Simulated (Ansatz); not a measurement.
## Single-point calculation, with input and output: Eu (part 1 of 2)

System: Eu (4 atoms in the cell).
Method: DFT, LDA, PAW with Ansatz's default frozen-core files, scalar-relativistic, spin-polarised (Ansatz 0.2.0).

The structure derives from an entry of the Crystallography Open Database. It belongs to a series of runs on one base structure; here: moments start ++--; collinear moments without spin-orbit coupling, PAW files. Figures and captions count atoms from 1; the log counts them from 0 in places.

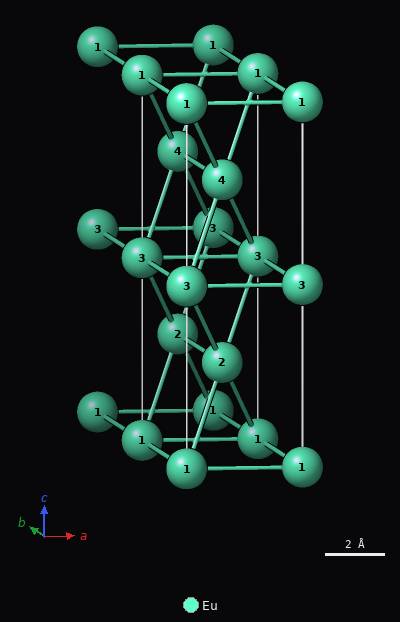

The input geometry (ball-and-stick view of the cell of the calculation, repeated 1 × 2 × 1, seen slightly off an axis; atoms are numbered from 1 in the order of the input). An atom can appear more than once, as a periodic image. Near neighbours in the periodic cell (some may lie outside the picture): Eu has 8 Eu at 3.99 Å.

**Input**
```yaml
crystal:
  lattice:
    - [-2.303, 2.303, 2.303]
    - [2.303, -2.303, 2.303]
    - [9.212, 9.212, 0.0]
  atoms:
    - { symbol: Eu, position: [0.0, 0.0, 0.0], spin: 7.0 }
    - { symbol: Eu, position: [0.5, 0.5, 0.25], spin: 7.0 }
    - { symbol: Eu, position: [0.0, 0.0, 0.5], spin: -7.0 }
    - { symbol: Eu, position: [0.5, 0.5, 0.75], spin: -7.0 }
magnetization:
  spin_polarized: true
kpoints:
  mp_grid: { grid: [8, 8, 3] }
scf:
  occupations: { method: fermi_dirac, width: 0.025 }
  lower_state_search: "off"
hamiltonian:
  xc: lda
  pseudopotentials: { kind: paw }
output:
  forces: true
  stress: true
  eigenvalues: true
  write_density: true
  write_potential: true
  elf: true
  volumetric_format: npy
```

Run on 2 threads of Arm Neoverse V2, 24 GiB of memory available, shared host.

Command:
```bash
ansatz run input.yaml --threads 2 --pin off --max-ram 6144MiB --backend cpu --events-out ev --progress --plain --runs-dir out
```

**Output**
```
band count auto-derived: 59, from the close of a first SCF at 58 (N_el = 68.0; filled up to band 34; 58 by the electrons, moments and atoms)
Engine: ansatz 0.2.0, aarch64-unknown-linux-gnu
Pseudopotentials: kind: paw
Pseudopotential: Eu, paw, valence charge 17, recommended cutoff 420 eV (normal), Eu.paw.azcp
Functional definition: SPW92
  exchange = slater_x
  correlation = pw_c
Crystal: 4 atoms, lattice volume = 195.435 Å³
Basis set: ecut = 420 eV, 3839 PW (Γ)
Bands: 58, of which v1, the nominal top of the filled ones, is band 34 counted from 1 (33 counted from 0)
Symmetry: 8 space group operations
Space group: Cmme (ITA 67), of the structure as read, at distance tolerance 5.8e-5 Å
Magnetic group: BNS 67.508 (UNI 606), of the structure as read, at distance tolerance 5.8e-5 Å
k-points: 42 of 192
Non-local potential: Eu, projectors of the file, l = 0: 3, l = 1: 2, l = 2: 2, l = 3: 3
PAW form: soft (Blöchl's): semilocal exchange-correlation on the pseudo side does not see the compensation charge
PAW frozen core: Eu, regenerated for the run's functional, and the local potential with it (the file was generated under x = pbe(κ = 0.804, μ = 0.2195149727645171), c = pbe(β = 0.06672455060314922))
PAW one-centre angular grid: Eu, 590 points (default); XC on 64 Gauss nodes
Initial density: superposition of atomic densities (chi_scale 0.1, normalization cell)
Starting moments: Σ|m| = 28 μB on 4 of 4 sites
Starting magnetic order: antiferromagnet; a translation exchanges its spin sublattices: spin-degenerate at every k-point
Initial wavefunctions: pseudopotential atomic-orbital guess
Functional: x = slater, c = lda
SCF iter   1: F=—  HF=-34256.162319 eV  |F-HF|=—  |Δ(HF+E_count)|=         —  Δρ=2.62e-1 (↑2.62e-1 ↓2.62e-1)  dr2=1.21e1  dr2_m=1.19e2  M=0.000 μB ∫|m|=30.758 μB  β_m=1.00  ethr=3.10e-3  ⟨swp⟩=5.8  Hψ=8103  notcnv=0
preconditioner: auto → Kerker (q_TF=auto, 2.288 Å⁻¹)  [metal: Δε(μ)=0.010 eV  Ē_g=3.061 eV  σ=0.025 eV  W_gap=0.10  n_scr=46 (ndim 8)  ℏωp=15.9 eV  f_vac=0.000  D(μ)=3.20/eV (n_scr^D=10)]
spin=Collinear: Kerker preconditioning applied to the charge; magnetization (m = ρ↑ − ρ↓) channel mixes plain (no charge-response kernel on spin).
SCF iter   2: F=—  HF=-34228.893923 eV  |F-HF|=—  |Δ(HF+E_count)|=    2.73e1  Δρ=3.85e-2 (↑3.85e-2 ↓3.85e-2)  dr2=2.03e0  dr2_m=2.11e0  M=0.000 μB ∫|m|=30.109 μB  β_m=1.00  ethr=3.10e-3  ⟨swp⟩=5.0  Hψ=8449  notcnv=0  defer=63
SCF iter   3: F=—  HF=-34239.583844 eV  |F-HF|=—  |Δ(HF+E_count)|=    1.07e1  Δρ=6.43e-3 (↑6.43e-3 ↓6.43e-3)  dr2=1.97e-1  dr2_m=2.65e-2  M=0.000 μB ∫|m|=29.637 μB  β_m=1.00  ethr=2.98e-3  ⟨swp⟩=3.2  Hψ=4735  notcnv=0  defer=655
SCF iter   4: F=—  HF=-34251.433526 eV  |F-HF|=—  |Δ(HF+E_count)|=    1.18e1  Δρ=3.70e-3 (↑3.70e-3 ↓3.70e-3)  dr2=5.02e-2  dr2_m=1.78e-2  M=0.000 μB ∫|m|=29.486 μB  β_m=0.30  ethr=2.90e-4  ⟨swp⟩=4.0  Hψ=4680  notcnv=0  defer=655
SCF iter   5: F=—  HF=-34257.540665 eV  |F-HF|=—  |Δ(HF+E_count)|=    6.11e0  Δρ=9.27e-3 (↑9.27e-3 ↓9.27e-3)  dr2=1.00e-1  dr2_m=1.18e-1  M=0.000 μB ∫|m|=29.282 μB  β_m=0.30  ethr=7.39e-5  ⟨swp⟩=4.3  Hψ=4262  notcnv=0  defer=655
SCF iter   6: F=—  HF=-34260.040711 eV  |F-HF|=—  |Δ(HF+E_count)|=    2.50e0  Δρ=7.47e-3 (↑7.47e-3 ↓7.47e-3)  dr2=2.85e-1  dr2_m=2.32e-2  M=0.000 μB ∫|m|=29.462 μB  β_m=1.00  ethr=7.39e-5  ⟨swp⟩=4.0  Hψ=5060  notcnv=0  defer=655
SCF iter   7: F=—  HF=-34260.999912 eV  |F-HF|=—  |Δ(HF+E_count)|=   9.59e-1  Δρ=6.11e-3 (↑6.11e-3 ↓6.11e-3)  dr2=9.35e-2  dr2_m=4.09e-2  M=0.000 μB ∫|m|=29.175 μB  β_m=0.30  ethr=7.39e-5  ⟨swp⟩=4.1  Hψ=4107  notcnv=0  defer=655
SCF iter   8: F=—  HF=-34261.379927 eV  |F-HF|=—  |Δ(HF+E_count)|=   3.80e-1  Δρ=1.48e-3 (↑1.48e-3 ↓1.48e-3)  dr2=8.86e-3  dr2_m=1.40e-3  M=0.000 μB ∫|m|=29.298 μB  β_m=1.00  ethr=7.39e-5  ⟨swp⟩=3.2  Hψ=4758  notcnv=0  defer=650
SCF iter   9: F=—  HF=-34261.583789 eV  |F-HF|=—  |Δ(HF+E_count)|=   2.04e-1  Δρ=1.34e-3 (↑1.34e-3 ↓1.34e-3)  dr2=3.80e-3  dr2_m=2.21e-3  M=0.000 μB ∫|m|=29.257 μB  β_m=0.30  ethr=1.30e-5  ⟨swp⟩=2.6  Hψ=3639  notcnv=0  defer=650
SCF iter  10: F=—  HF=-34261.671602 eV  |F-HF|=—  |Δ(HF+E_count)|=   8.78e-2  Δρ=6.89e-4 (↑6.89e-4 ↓6.89e-4)  dr2=5.01e-4  dr2_m=7.30e-4  M=0.000 μB ∫|m|=29.268 μB  β_m=0.30  ethr=5.58e-6  ⟨swp⟩=2.3  Hψ=3381  notcnv=0  defer=650
Mixer restart at iter 10: flushing history
spin-set hold released at iteration 10 (site moments contracting): the magnetisation degrees of freedom join the quasi-Newton model from the next iteration; the mixer history was flushed
SCF iter  11: F=—  HF=-34261.716278 eV  |F-HF|=—  |Δ(HF+E_count)|=   4.47e-2  Δρ=4.20e-4 (↑4.20e-4 ↓4.20e-4)  dr2=5.39e-4  dr2_m=1.53e-4  M=0.000 μB ∫|m|=29.282 μB  β_m=0.65  ethr=7.36e-7  ⟨swp⟩=2.0  Hψ=3235  notcnv=0  defer=650
SCF iter  12: F=—  HF=-34261.778833 eV  |F-HF|=—  |Δ(HF+E_count)|=   6.26e-2  Δρ=5.85e-3 (↑5.85e-3 ↓5.85e-3)  dr2=1.08e-1  dr2_m=3.18e-2  M=0.000 μB ∫|m|=29.161 μB  β_m=0.42  ethr=7.36e-7  ⟨swp⟩=3.1  Hψ=5199  notcnv=0  defer=650  recentre
SCF iter  13: F=—  HF=-34261.761592 eV  |F-HF|=—  |Δ(HF+E_count)|=   1.72e-2  Δρ=2.50e-4 (↑2.50e-4 ↓2.50e-4)  dr2=3.50e-6  dr2_m=1.12e-4  M=0.000 μB ∫|m|=29.274 μB  β_m=0.67  ethr=7.36e-7  ⟨swp⟩=3.1  Hψ=5364  notcnv=0  defer=650
SCF iter  14: F=—  HF=-34261.761819 eV  |F-HF|=—  |Δ(HF+E_count)|=   2.27e-4  Δρ=2.15e-4 (↑2.15e-4 ↓2.15e-4)  dr2=6.35e-5  dr2_m=6.42e-5  M=0.000 μB ∫|m|=29.272 μB  β_m=0.67  ethr=5.15e-9  ⟨swp⟩=3.5  Hψ=4157  notcnv=0  defer=650
SCF iter  15: F=—  HF=-34261.761817 eV  |F-HF|=—  |Δ(HF+E_count)|=   1.22e-6  Δρ=3.37e-5 (↑3.37e-5 ↓3.37e-5)  dr2=3.98e-6  dr2_m=8.50e-7  M=0.000 μB ∫|m|=29.275 μB  β_m=0.84  ethr=5.15e-9  ⟨swp⟩=2.0  Hψ=3136  notcnv=0  defer=650
SCF iter  16: F=-34261.761817 eV  HF=-34261.761817 eV  |F-HF|=1.20e-8  |Δ(HF+E_count)|=   4.67e-7  Δρ=1.79e-6 (↑1.79e-6 ↓1.79e-6)  dr2=1.48e-8  dr2_m=2.20e-9  M=0.000 μB ∫|m|=29.276 μB  ethr=1.47e-10  ⟨swp⟩=20.3  Hψ=22711  notcnv=0
SCF 1, on 58 bands, converged in 16 iterations: F = -34261.761817 eV; the run's SCF on all bands comes behind
  greatest PAW one-centre occupation: 1.001 electrons in one spin orbital (limit 2), on the Eu atom at site 3 (counted from 0), in its partial waves of l = 0
The result of the SCF on 58 bands, without a stress, told ahead of the SCF on all bands, whose result is the run's:
SCF converged after 16 iterations
Magnetization: 0.0000 μB (34.0000 up, 34.0000 down)
Absolute magnetization: 29.2761 μB (∫|ρ↑−ρ↓|, with the PAW one-centre terms)
Spin contamination: 14.4416 ħ² per cell (⟨S²⟩ above its minimum at these occupations)
Per-site moments (μB) at R_I (Å): [(7.087105099577829, 1.6454266165553386), (7.0871050995778235, 1.6454266165553386), (-7.087105099577827, 1.6454266165553386), (-7.0871050995778235, 1.6454266165553386)]
Free energy (F): -34261.761817 eV
Harris-Foulkes:  -34261.761817 eV  (|F-HF|=1.20e-8)
Internal energy: -34261.755120 eV  (E = F + TS)
E sigma→0 (E₀):  -34261.758468 eV
Entropy (-TS):   -0.006697 eV (-1.674 meV/atom)
Fermi energy:    7.351059 eV
--- Per-component energies (eV) ---
  E_band       = -304.930790
  E_kinetic    = 1389.201360
  E_local      = -9208.027051  (includes V_loc(G=0)·N_el)
  E_nonlocal   = 1937.816386
  E_hartree    = 3646.895884
  E_xc         = -691.137964
  E_vxc        = -794.885938  (∫ρ·V_xc dr)
  E_paw        = -24764.985511  (= ΣΔE_a)
  E_vpaw       = -922.840195  (= ΣTr[D̂ρ^β])
  E_aug_tail   = -0.000001  (compensation charges beyond the density's cutoff)
  E_ewald      = -6576.057777
  E_core_change = 4.539554  (= ΣΔE_core)
  E_smearing   = -0.006697  (= −TS)
  E_closure    = 0.000000  (closes the sum)
  Σ components = -34261.761817   (vs F -34261.761817, Δ=0.00e0)
--- Forces (eV/Å), atoms counted from 1 ---
  atom   1  Eu     0.05396709     0.05396709     0.00000000
  atom   2  Eu    -0.05396709    -0.05396709     0.00000000
  atom   3  Eu     0.05396709     0.05396709     0.00000000
  atom   4  Eu    -0.05396709    -0.05396709     0.00000000
  max |Σ_I F_I| component: 1.39e-17 eV/Å
--- Band table (eV; the first three rows and the last of 84) ---
  k-point 0 ↑: bands = ["-34.2671", "-34.2581", "-31.2905", "-31.2787", "-13.1291", "-12.9952", "-12.9903", "-12.9483", "-12.9234", "-12.9234", "-10.8800", "-10.7025", "-10.6973", "-10.6387", "-10.6112", "-10.6108", "3.4879", "4.6765", "4.7965", "6.1759", "6.8640", "6.8649", "6.8715", "6.8810", "6.8924", "6.9222", "6.9384", "6.9464", "6.9724", "6.9787", "6.9828", "6.9855", "7.0007", "7.0043", "8.0035", "8.2159", "8.5521", "8.6124", "8.7241", "9.0231", "9.3013", "9.5164", "9.6960", "10.2959", "10.5067", "10.5082", "10.5421", "10.7068", "10.7545", "11.1110", "11.1789", "11.2287", "11.2472", "11.2776", "11.4071", "11.4235", "11.4646", "11.4899"]
  k-point 1 ↑: bands = ["-34.2671", "-34.2581", "-31.2905", "-31.2787", "-13.1290", "-12.9952", "-12.9903", "-12.9483", "-12.9234", "-12.9234", "-10.8797", "-10.7028", "-10.6973", "-10.6387", "-10.6112", "-10.6108", "3.5867", "4.1829", "5.3893", "6.0036", "6.8640", "6.8649", "6.8715", "6.8812", "6.8913", "6.9225", "6.9381", "6.9467", "6.9724", "6.9783", "6.9828", "6.9856", "7.0006", "7.0041", "8.0159", "8.1948", "8.3218", "8.4992", "8.9863", "9.1038", "9.3641", "9.5866", "9.6497", "10.1421", "10.2692", "10.4523", "10.5357", "10.7248", "11.0953", "11.1251", "11.1897", "11.2038", "11.2540", "11.2543", "11.4210", "11.4304", "11.4710", "11.4901"]
  k-point 2 ↑: bands = ["-34.2654", "-34.2571", "-31.2883", "-31.2774", "-13.1227", "-13.0230", "-12.9792", "-12.9690", "-12.9376", "-12.9335", "-10.8719", "-10.7367", "-10.6853", "-10.6663", "-10.6291", "-10.6229", "3.7208", "4.8833", "5.0033", "6.4009", "6.8645", "6.8673", "6.8799", "6.8839", "6.8979", "6.9250", "6.9387", "6.9460", "6.9708", "6.9758", "6.9762", "6.9795", "6.9895", "6.9936", "7.9834", "8.0827", "8.4971", "8.5310", "8.5868", "8.9288", "9.2456", "9.4564", "9.7312", "10.1749", "10.3775", "10.4498", "10.7466", "10.8313", "10.8450", "10.9101", "11.1565", "11.2295", "11.3340", "11.3650", "11.4335", "11.4443", "11.4683", "11.4839"]
  k-point 41 ↓: bands = ["-34.2501", "-34.2431", "-31.2682", "-31.2591", "-13.1810", "-13.1421", "-13.0981", "-13.0693", "-13.0448", "-12.9693", "-10.9408", "-10.8893", "-10.8280", "-10.8023", "-10.7608", "-10.6770", "6.1339", "6.5735", "6.7456", "6.8290", "6.8668", "6.8855", "6.8873", "6.9000", "6.9088", "6.9240", "6.9470", "6.9633", "6.9655", "6.9681", "6.9784", "6.9816", "7.0017", "7.0753", "7.3057", "7.3972", "7.8100", "8.1877", "8.2232", "8.8905", "9.5803", "9.7345", "10.1346", "10.5369", "10.6963", "10.9190", "11.0745", "11.2202", "11.2451", "11.2824", "11.3597", "11.4322", "11.4934", "11.5346", "11.5409", "11.5517", "11.5563", "11.5791"]
Bands: 59, of which v1, the nominal top of the filled ones, is band 34 counted from 1 (33 counted from 0)
Initial density: handed on by an earlier stage of this run
Starting moments: Σ|m| = 28 μB on 4 of 4 sites; this step starts from the density that it was given
iter 1 solved again at ethr=5.61e-7 eV; its pass at ethr=3.10e-3 eV (dr2=3.82e-4 eV) is discarded
SCF iter   1: F=—  HF=-34261.761662 eV  |F-HF|=—  |Δ(HF+E_count)|=         —  Δρ=1.90e-6 (↑1.90e-6 ↓1.90e-6)  dr2=5.52e-9  dr2_m=4.89e-9  M=0.000 μB ∫|m|=29.276 μB  β_m=0.30  ethr=5.61e-7  ⟨swp⟩=4.8  Hψ=17740  notcnv=0
eigensolver tolerance schedule: the retry pair's looser diagonalisation over-reported the residual by 69167.69 of it (diagonalisation noise at an unbounded share of the residual, at the tolerance the schedule requests for it); recorded, not acted on — ethr = c·dr2/N_el stays at c = 1.0e-1
preconditioner: auto → Kerker (q_TF=auto, 2.288 Å⁻¹)  [metal: Δε(μ)=0.017 eV  Ē_g=10.915 eV  σ=0.025 eV  W_gap=0.17  n_scr=46 (ndim 8)  ℏωp=20.6 eV  f_vac=0.000  D(μ)=3.30/eV (n_scr^D=18)]
spin=Collinear: Kerker preconditioning applied to the charge; magnetization (m = ρ↑ − ρ↓) channel mixes plain (no charge-response kernel on spin).
SCF iter   2: F=—  HF=-34261.761817 eV  |F-HF|=—  |Δ(HF+E_count)|=   1.55e-4  Δρ=1.76e-6 (↑1.76e-6 ↓1.76e-6)  dr2=2.04e-9  dr2_m=4.84e-9  M=0.000 μB ∫|m|=29.276 μB  β_m=0.62  ethr=8.11e-12  ⟨swp⟩=18.9  Hψ=25306  notcnv=0
SCF iter   3: F=-34261.761817 eV  HF=-34261.761817 eV  |F-HF|=1.32e-9  |Δ(HF+E_count)|=   8.56e-9  Δρ=1.54e-6 (↑1.54e-6 ↓1.54e-6)  dr2=5.45e-9  dr2_m=2.84e-9  M=0.000 μB ∫|m|=29.276 μB  ethr=3.01e-12  ⟨swp⟩=6.5  Hψ=13063  notcnv=0
SCF 2 converged in 3 iterations: F = -34261.761817 eV  dr2 = 5.45e-9
```

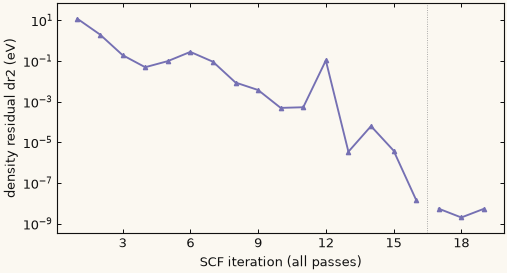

Convergence of the self-consistent field: density residual dr2 against the SCF iteration. The dotted line parts a first SCF on fewer bands from the closing SCF on all bands, which starts from the first one's density. The passes take 16 and 3 iterations.

```
SCF converged after 19 iterations (16 of them on 58 bands)
Magnetization: 0.0000 μB (34.0000 up, 34.0000 down)
Absolute magnetization: 29.2763 μB (∫|ρ↑−ρ↓|, with the PAW one-centre terms)
Spin contamination: 14.4416 ħ² per cell (⟨S²⟩ above its minimum at these occupations)
Per-site moments (μB) at R_I (Å): [(7.087137685880048, 1.6454266165553386), (7.087137685880043, 1.6454266165553386), (-7.0871376858800454, 1.6454266165553386), (-7.087137685880044, 1.6454266165553386)]
Free energy (F): -34261.761817 eV
Harris-Foulkes:  -34261.761817 eV  (|F-HF|=1.32e-9)
Internal energy: -34261.755120 eV  (E = F + TS)
E sigma→0 (E₀):  -34261.758469 eV
Entropy (-TS):   -0.006697 eV (-1.674 meV/atom)
Fermi energy:    7.351050 eV
--- Per-component energies (eV) ---
  E_band       = -304.934289
  E_kinetic    = 1389.200966
  E_local      = -9208.054365  (includes V_loc(G=0)·N_el)
  E_nonlocal   = 1937.826765
  E_hartree    = 3646.916879
  E_xc         = -691.137239
  E_vxc        = -794.884983  (∫ρ·V_xc dr)
  E_paw        = -24764.989903  (= ΣΔE_a)
  E_vpaw       = -922.848181  (= ΣTr[D̂ρ^β])
  E_aug_tail   = -0.000001  (compensation charges beyond the density's cutoff)
  E_ewald      = -6576.057777
  E_core_change = 4.539554  (= ΣΔE_core)
  E_smearing   = -0.006697  (= −TS)
  E_closure    = 0.000000  (closes the sum)
  Σ components = -34261.761817   (vs F -34261.761817, Δ=0.00e0)
--- Forces (eV/Å), atoms counted from 1 ---
  atom   1  Eu     0.05397979     0.05397979     0.00000000
  atom   2  Eu    -0.05397979    -0.05397979     0.00000000
  atom   3  Eu     0.05397979     0.05397979     0.00000000
  atom   4  Eu    -0.05397979    -0.05397979     0.00000000
  max |Σ_I F_I| component: 6.94e-18 eV/Å
--- Stress (GPa, compression-positive) ---
       -3.573702       0.013240       0.000000
        0.013240      -3.573702       0.000000
        0.000000       0.000000      -3.667690
  P = ⅓ Tr σ = -3.6050 GPa (-36.050 kbar)
--- Band table (eV; the first three rows and the last of 84) ---
  k-point 0 ↑: bands = ["-34.2671", "-34.2582", "-31.2906", "-31.2787", "-13.1291", "-12.9952", "-12.9903", "-12.9484", "-12.9234", "-12.9234", "-10.8800", "-10.7025", "-10.6973", "-10.6387", "-10.6112", "-10.6108", "3.4879", "4.6765", "4.7965", "6.1759", "6.8640", "6.8649", "6.8714", "6.8809", "6.8923", "6.9221", "6.9383", "6.9463", "6.9723", "6.9786", "6.9827", "6.9854", "7.0006", "7.0042", "8.0035", "8.2159", "8.5521", "8.6124", "8.7241", "9.0231", "9.3013", "9.5164", "9.6960", "10.2959", "10.5067", "10.5081", "10.5421", "10.7068", "10.7545", "11.1109", "11.1789", "11.2287", "11.2471", "11.2776", "11.4071", "11.4234", "11.4645", "11.4898", "11.5029"]
```
